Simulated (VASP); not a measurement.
**Geometry relaxation of SnTe (part 1 of 2)**

The run: geometry relaxation of SnTe (Fm-3m, 2 atoms in the cell). Method and program: Kohn-Sham DFT of a periodic cell, PBE, spin-orbit coupling, VASP PAW PBE potentials, recommended (VASP 6.6.1).

The structure derives from an entry of the Crystallography Open Database.

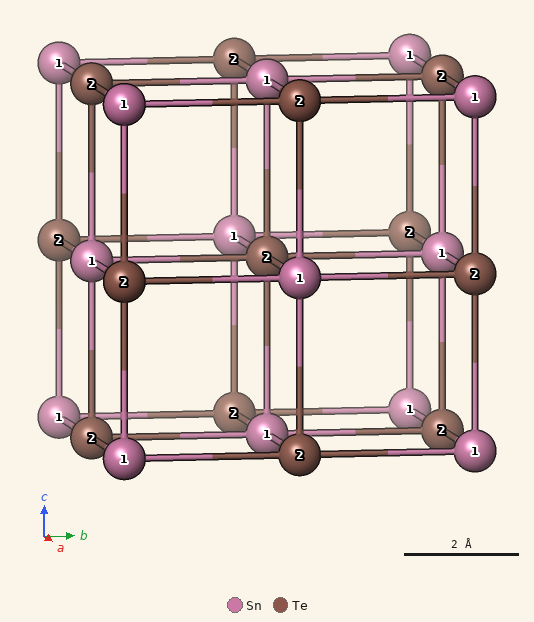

Fig. 1: The structure as given in the input (ball-and-stick view of the cell 4 times as large as that of the calculation, set on its symmetry axes, seen slightly off an axis; atoms are numbered from 1 in the order of the input). An atom can appear more than once, as a periodic image. Near neighbours in the periodic cell (some may lie outside the picture): Sn has 6 Te at 3.15 Å; Te has 6 Sn at 3.15 Å.

**INCAR**
```
PREC = Accurate
ENCUT = 520
EDIFF = 1E-7
ISMEAR = 0
SIGMA = 0.02
LREAL = False
LASPH = True
NELM = 80
ALGO = Normal
ISIF = 3
LWAVE = False
LCHARG = False
MAGMOM = 0 0 0 0 0 0
LORBIT = 11
LSORBIT = True
GGA_COMPAT = False
GGA = PE
IBRION = 2
NSW = 80
EDIFFG = -0.002
KPAR = 4
```

**KPOINTS**
```
regular mesh
0
Gamma
  8 8 8
```

**POSCAR**
```
SnTe
1.0
    0.0000000000      3.1508500000      3.1508500000
    3.1508500000      0.0000000000      3.1508500000
    3.1508500000      3.1508500000      0.0000000000
Sn Te
1 1
Direct
    0.0000000000      0.0000000000      0.0000000000
    0.5000000000      0.5000000000      0.5000000000
```

Machine: 4 threads of Intel Xeon (Granite Rapids), 192 GiB of memory available, shared host.

Command:
```bash
cat potpaw_PBE.64/Sn_d/POTCAR potpaw_PBE.64/Te/POTCAR > POTCAR
mpirun -np 4 vasp_ncl > vasp.out
```

**OSZICAR**
```
N       E                     dE             d eps       ncg     rms          rms(c)
DAV:   1     0.167897422998E+03    0.16790E+03   -0.93109E+03  1644   0.168E+03
DAV:   2     0.135628072122E+02   -0.15433E+03   -0.15036E+03  1648   0.437E+02
DAV:   3    -0.679818881267E+01   -0.20361E+02   -0.19932E+02  2028   0.144E+02
DAV:   4    -0.770303275020E+01   -0.90484E+00   -0.90104E+00  1872   0.314E+01
DAV:   5    -0.773853380877E+01   -0.35501E-01   -0.35497E-01  2312   0.638E+00    0.530E+00
DAV:   6    -0.768702158759E+01    0.51512E-01   -0.10893E-01  2004   0.287E+00    0.338E+00
DAV:   7    -0.768748887450E+01   -0.46729E-03   -0.39051E-02  2020   0.113E+00    0.178E+00
DAV:   8    -0.768894094216E+01   -0.14521E-02   -0.21196E-03  1964   0.347E-01    0.445E-01
DAV:   9    -0.768892000584E+01    0.20936E-04   -0.12907E-03  2000   0.356E-01    0.137E-01
DAV:  10    -0.768903406113E+01   -0.11406E-03   -0.19360E-04  1704   0.100E-01    0.360E-02
DAV:  11    -0.768904261641E+01   -0.85553E-05   -0.98951E-06  2092   0.308E-02    0.172E-02
DAV:  12    -0.768904842248E+01   -0.58061E-05   -0.81072E-06  1628   0.171E-02    0.130E-02
DAV:  13    -0.768904934048E+01   -0.91800E-06   -0.73612E-07  2116   0.113E-02    0.308E-03
DAV:  14    -0.768904909027E+01    0.25021E-06   -0.15852E-07  1480   0.263E-03    0.709E-04
DAV:  15    -0.768904909485E+01   -0.45879E-08   -0.11439E-08   940   0.156E-03
   1 F= -.76890491E+01 E0= -.76890491E+01  d E =-.768905E+01  mag=     0.0000    -0.0000    -0.0000
       N       E                     dE             d eps       ncg     rms          rms(c)
DAV:   1    -0.837426589823E+01   -0.68522E+00   -0.16212E+01  1948   0.708E+01    0.462E+00
DAV:   2    -0.785209967439E+01    0.52217E+00   -0.86254E-01  1956   0.155E+01    0.205E+00
DAV:   3    -0.771539025243E+01    0.13671E+00   -0.41459E-01  1996   0.984E+00    0.498E-01
DAV:   4    -0.771200743434E+01    0.33828E-02   -0.13268E-02  1800   0.122E+00    0.380E-01
DAV:   5    -0.771077579046E+01    0.12316E-02   -0.47587E-04  2144   0.201E-01    0.275E-01
DAV:   6    -0.770965244963E+01    0.11233E-02   -0.55368E-04  1936   0.257E-01    0.432E-02
DAV:   7    -0.770964176175E+01    0.10688E-04   -0.10744E-04  1984   0.171E-01    0.148E-02
DAV:   8    -0.770964103858E+01    0.72317E-06   -0.70555E-06  1904   0.358E-02    0.741E-03
DAV:   9    -0.770964167896E+01   -0.64038E-06   -0.16906E-06  1876   0.162E-02    0.234E-03
DAV:  10    -0.770964227047E+01   -0.59151E-06   -0.25678E-07  1488   0.577E-03    0.162E-03
DAV:  11    -0.770964220842E+01    0.62051E-07   -0.49330E-08  1092   0.336E-03
   2 F= -.77096422E+01 E0= -.77096356E+01  d E =-.205931E-01  mag=    -0.0000     0.0000     0.0000
       N       E                     dE             d eps       ncg     rms          rms(c)
DAV:   1    -0.774374897602E+01   -0.34107E-01   -0.72726E-01  1944   0.136E+01    0.103E+00
DAV:   2    -0.771782369553E+01    0.25925E-01   -0.45432E-02  1960   0.352E+00    0.448E-01
DAV:   3    -0.771147204400E+01    0.63517E-02   -0.19004E-02  1968   0.212E+00    0.106E-01
DAV:   4    -0.771132707879E+01    0.14497E-03   -0.61504E-04  1844   0.268E-01    0.859E-02
DAV:   5    -0.771127750023E+01    0.49579E-04   -0.18316E-05  2140   0.378E-02    0.632E-02
DAV:   6    -0.771123882521E+01    0.38675E-04   -0.26399E-05  1868   0.545E-02    0.947E-03
DAV:   7    -0.771123948329E+01   -0.65807E-06   -0.32493E-06  1832   0.280E-02    0.359E-03
DAV:   8    -0.771123910683E+01    0.37646E-06   -0.24133E-07  1488   0.576E-03    0.134E-03
DAV:   9    -0.771123889542E+01    0.21141E-06   -0.60618E-08   920   0.250E-03    0.912E-04
DAV:  10    -0.771123891617E+01   -0.20753E-07   -0.14583E-08   812   0.194E-03
   3 F= -.77112389E+01 E0= -.77112388E+01  d E =-.221898E-01  mag=     0.0000    -0.0000     0.0000
```

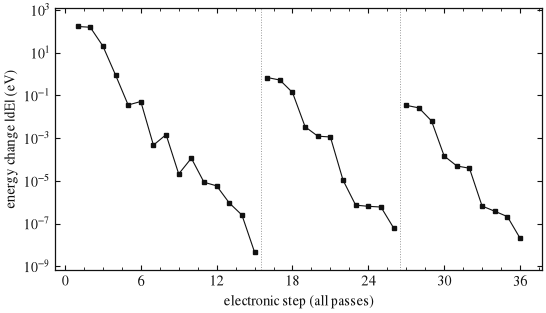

Fig. 2: Convergence of the self-consistent field: energy change |dE| against the electronic step. Each stretch between dotted lines is the SCF of one geometry step of a relaxation. The 3 ionic steps take 10 to 15 electronic steps each. The density is held fixed in the first few steps, and dE rises again when its update begins.

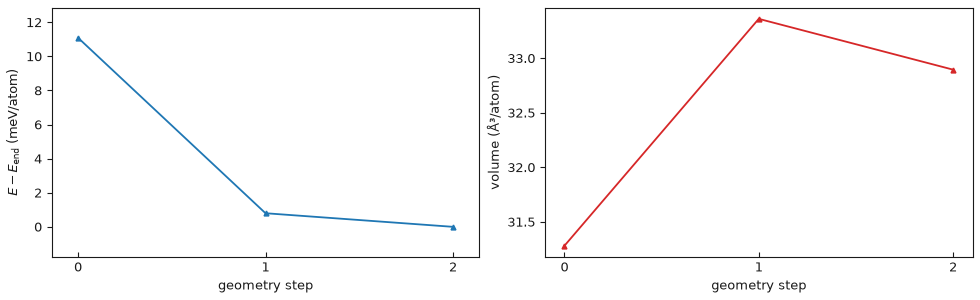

Fig. 3: Progress of the relaxation, step by step (steps are counted from 0).

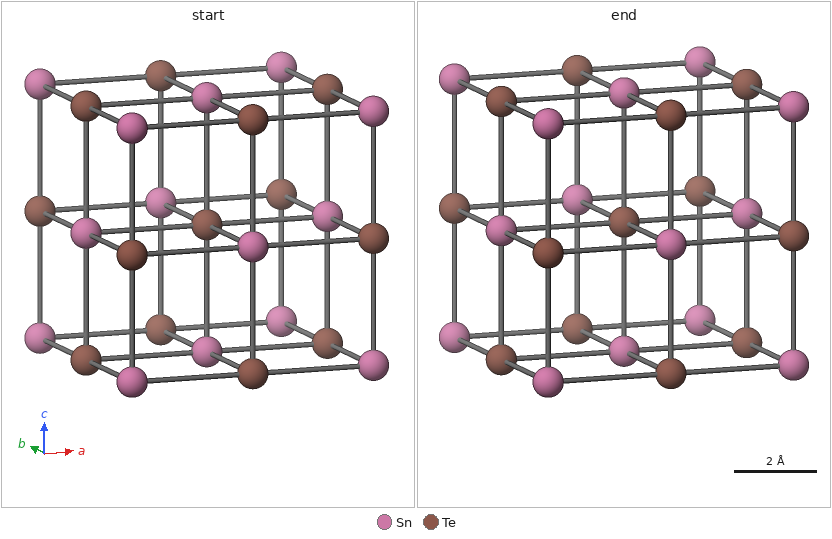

Fig. 4: Before (left) and after (right) the relaxation, at one scale (ball-and-stick view of the cell 4 times as large as that of the calculation, set on its symmetry axes, seen at an oblique angle). Over 2 geometry steps the energy falls by 11.1 meV per atom. All forces vanish by symmetry, so only the cell relaxes. No atom moves by more than 0.005 Å relative to the cell. The volume changes by +5.2 %, with a = b = c 6.302 → 6.408 Å (+1.7 %). Distances before and after: Sn1–Te2 3.151 → 3.204 Å. The space group stays Fm-3m (No. 225). (Atoms are counted from 1 in the order of the input.)

**Parts of OUTCAR**
```
PREC = Accurate
   ENCUT = 520
   EDIFF = 1E-7
   ISMEAR = 0
   LREAL = False
   LASPH = True
   NELM = 80
   ISIF = 3
   LORBIT = 11
   LSORBIT = True
   GGA = PE
   IBRION = 2
   NSW = 80
   EDIFFG = -0.002

 ion  position               nearest neighbor table
   1  0.000  0.000  0.000-   2 3.15   2 3.15   2 3.15   2 3.15   2 3.15   2 3.15
   2  0.500  0.500  0.500-   1 3.15   1 3.15   1 3.15   1 3.15   1 3.15   1 3.15

  LATTYP: Found a face centered cubic cell.
 ALAT       =     6.3017000000

  Lattice vectors:

 A1 = (   0.0000000000,   3.1508500000,   3.1508500000)
 A2 = (   3.1508500000,   0.0000000000,   3.1508500000)
 A3 = (   3.1508500000,   3.1508500000,   0.0000000000)

Analysis of symmetry for initial positions (statically):
=====================================================================
 Subroutine PRICEL returns:
 Original cell was already a primitive cell.

 Routine SETGRP: Setting up the symmetry group for a
 face centered cubic supercell.

 Subroutine GETGRP returns: Found 48 space group operations
 (whereof 48 operations were pure point group operations)
 out of a pool of 48 trial point group operations.

The static configuration has the point symmetry O_h .

Analysis of symmetry for dynamics (positions and initial velocities):
=====================================================================
 Subroutine PRICEL returns:
 Original cell was already a primitive cell.

 Routine SETGRP: Setting up the symmetry group for a
 face centered cubic supercell.

 Subroutine GETGRP returns: Found 48 space group operations
 (whereof 48 operations were pure point group operations)
 out of a pool of 48 trial point group operations.

The dynamic configuration has the point symmetry O_h .

Analysis of structural, dynamic, and magnetic symmetry:
=====================================================================
 Subroutine PRICEL returns:
 Original cell was already a primitive cell.

 Routine SETGRP: Setting up the symmetry group for a
 face centered cubic supercell.

 Subroutine GETGRP returns: Found 48 space group operations
 (whereof 48 operations were pure point group operations)
 out of a pool of 48 trial point group operations.

The overall configuration has the point symmetry O_h .

 Subroutine INISYM returns: Found 48 space group operations
 (whereof 48 operations are pure point group operations),
 and found     1 'primitive' translations

----------------------------------------------------------------------------------------

                                     Primitive cell

  volume of cell :      62.5624

  direct lattice vectors                    reciprocal lattice vectors
     0.000000000  3.150850000  3.150850000    -0.158687338  0.158687338  0.158687338
     3.150850000  0.000000000  3.150850000     0.158687338 -0.158687338  0.158687338
     3.150850000  3.150850000  0.000000000     0.158687338  0.158687338 -0.158687338

  length of vectors
     4.455974803  4.455974803  4.455974803     0.274854533  0.274854533  0.274854533

  position of ions in fractional coordinates (direct lattice)
     0.000000000  0.000000000  0.000000000
     0.500000000  0.500000000  0.500000000

  ion indices of the primitive-cell ions
   primitive index   ion index
                 1           1
                 2           2

----------------------------------------------------------------------------------------

 KPOINTS: regular mesh

Automatic generation of k-mesh.
 Grid dimensions read from file:
 generate k-points for:    8    8    8

 Generating k-lattice:

  Cartesian coordinates                     Fractional coordinates (reciprocal lattice)
    -0.019835917  0.019835917  0.019835917     0.125000000  0.000000000  0.000000000
     0.019835917 -0.019835917  0.019835917     0.000000000  0.125000000  0.000000000
     0.019835917  0.019835917 -0.019835917     0.000000000  0.000000000  0.125000000

  Length of vectors
     0.034356817  0.034356817  0.034356817

  Shift w.r.t. Gamma in fractional coordinates (k-lattice)
     0.000000000  0.000000000  0.000000000

 Subroutine IBZKPT returns following result:
 ===========================================

 Found     29 irreducible k-points:

 Following reciprocal coordinates:
            Coordinates               Weight
  0.000000  0.000000  0.000000      1.000000
  0.125000  0.000000  0.000000      8.000000
  0.250000  0.000000  0.000000      8.000000
  0.375000  0.000000  0.000000      8.000000
  0.500000  0.000000  0.000000      4.000000
  0.125000  0.125000  0.000000      6.000000
  0.250000  0.125000  0.000000     24.000000
  0.375000  0.125000  0.000000     24.000000
  0.500000  0.125000  0.000000     24.000000
 -0.375000  0.125000  0.000000     24.000000
 -0.250000  0.125000  0.000000     24.000000
 -0.125000  0.125000  0.000000     12.000000
  0.250000  0.250000  0.000000      6.000000
  0.375000  0.250000  0.000000     24.000000
  0.500000  0.250000  0.000000     24.000000
 -0.375000  0.250000  0.000000     24.000000
 -0.250000  0.250000  0.000000     12.000000
  0.375000  0.375000  0.000000      6.000000
  0.500000  0.375000  0.000000     24.000000
 -0.375000  0.375000  0.000000     12.000000
  0.500000  0.500000  0.000000      3.000000
  0.375000  0.250000  0.125000     24.000000
  0.500000  0.250000  0.125000     48.000000
 -0.375000  0.250000  0.125000     24.000000
 [... further k-points ...]
   k-points           NKPTS =     29   k-points in BZ     NKDIM =     29   number of bands    NBANDS=     28
   number of dos      NEDOS =    301   number of ions     NIONS =      2
   total plane-waves  NPLWV =  46656
   dimension x,y,z NGX =    36 NGY =   36 NGZ =   36
   dimension x,y,z NGXF=    72 NGYF=   72 NGZF=   72
   ions per type =               1   1
   NGX,Y,Z   is equivalent  to a cutoff of  13.43, 13.43, 13.43 a.u.
   NGXF,Y,Z  is equivalent  to a cutoff of  26.86, 26.86, 26.86 a.u.
 SYSTEM =  unknown system
   PREC   = accura    normal or accurate (medium, high low for compatibility)
   ISTART =      0    job   : 0-new  1-cont  2-samecut
   ICHARG =      2    charge: 1-file 2-atom 10-const
   ISPIN  =      1    spin polarized calculation?
   LNONCOLLINEAR =      T non collinear calculations
   LSORBIT =      T    spin-orbit coupling
   LASPH  =      T    aspherical Exc in radial PAW
   ENCUT  =  520.0 eV  38.22 Ry    6.18 a.u.   8.29  8.29  8.29*2*pi/ulx,y,z
   NELM   =     80;   NELMIN=  2; NELMDL= -5     # of ELM steps
   EDIFF  = 0.1E-06   stopping-criterion for ELM
   LREAL  =      F    real-space projection
   EDIFFG = -.2E-02   stopping-criterion for IOM
   NSW    =     80    number of steps for IOM
   IBRION =      2    ionic relax: 0-MD 1-quasi-New 2-CG
   NFREE  =      1    steps in history (QN), initial steepest desc. (CG)
   ISIF   =      3    stress and relaxation
   ISYM   =      2    0-nonsym 1-usesym 2-fastsym
   POTIM  = 0.5000    time-step for ionic-motion
   TEBEG  =    0.0;   TEEND  =   0.0 temperature during run
   PSTRESS=    0.0 pullay stress
   NELECT =      20.0000    total number of electrons
   NUPDOWN=      -1.0000    fix difference up-down
   EMIN   =  10.00;   EMAX   =-10.00  energy-range for DOS
   EFERMI =   0.00;   METHOD = LEGACY
   ISMEAR =     0;   SIGMA  =   0.02  broadening in eV -4-tet -1-fermi 0-gaus
   EFERMI_NEDOS =   21; number of points for ismear=-14 and -15
   IALGO  =     38    algorithm
   IMIX   =      4    mixing-type and parameters
     AMIX     =   0.40;   BMIX     =  1.00
     AMIX_MAG =   1.60;   BMIX_MAG =  1.00
  volume/ion in A,a.u.               =      31.28       211.10
  Fermi-wavevector in a.u.,A,eV,Ry     =   1.119387  2.115336 17.048485  1.253028
  Thomas-Fermi vector in A             =   2.256026
   LORBIT       =     11    0 simple, 1 ext, 2 COOP (PROOUT), +10 PAW based schemes
   GGA     = PE    functional components
   LHFCALC =     F    Hartree Fock is set to
   AEXX    =    0.0000 exact exchange contribution
   IVDW    =     0    specifies the selected vdW correction
   LEPSILON=     F    determine dielectric tensor
   LRPA    =     F    only Hartree local field effects (RPA)
 conjugate gradient relaxation of ions
 Gauss-broadening in eV      SIGMA  =   0.02
  energy-cutoff  :      520.00
  volume of cell :       62.56
 maximum number of plane-waves:      3416
 NGX is ok and might be reduce to    36
   NGX = 17   NGY = 17   NGZ = 17

--------------------------------------- Ionic step        1  -------------------------------------------

 number of electron      20.0000000 magnetization       0.0000000      0.0000000      0.0000000

 number of electron      19.9999998 magnetization      -0.0000000      0.0000000      0.0000000

 number of electron      19.9999998 magnetization       0.0000000     -0.0000000     -0.0000000

 Free energy of the ion-electron system (eV)
  ---------------------------------------------------
  ext. energy  EPLUGINS =         0.00000000
  ---------------------------------------------------
  free energy    TOTEN  =        -7.68904909 eV

  energy without entropy =       -7.68904909  energy(sigma->0) =       -7.68904909

------------------------ aborting loop because EDIFF is reached ----------------------------------------

  FORCE on cell =-STRESS in cart. coord.  units (eV):
  Direction    XX          YY          ZZ          XY          YZ          ZX
  --------------------------------------------------------------------------------------
  -------------------------------------------------------------------------------------
  Total        0.8992859      0.8992859      0.8992859      0.0000000      0.0000000     -0.0000000
  in kB       23.0300663     23.0300663     23.0300663      0.0000000      0.0000000     -0.0000000
  external PRESSURE =      23.0300663 kB  Pullay stress =       0.0000000 kB

 VOLUME and BASIS-vectors are now :
```
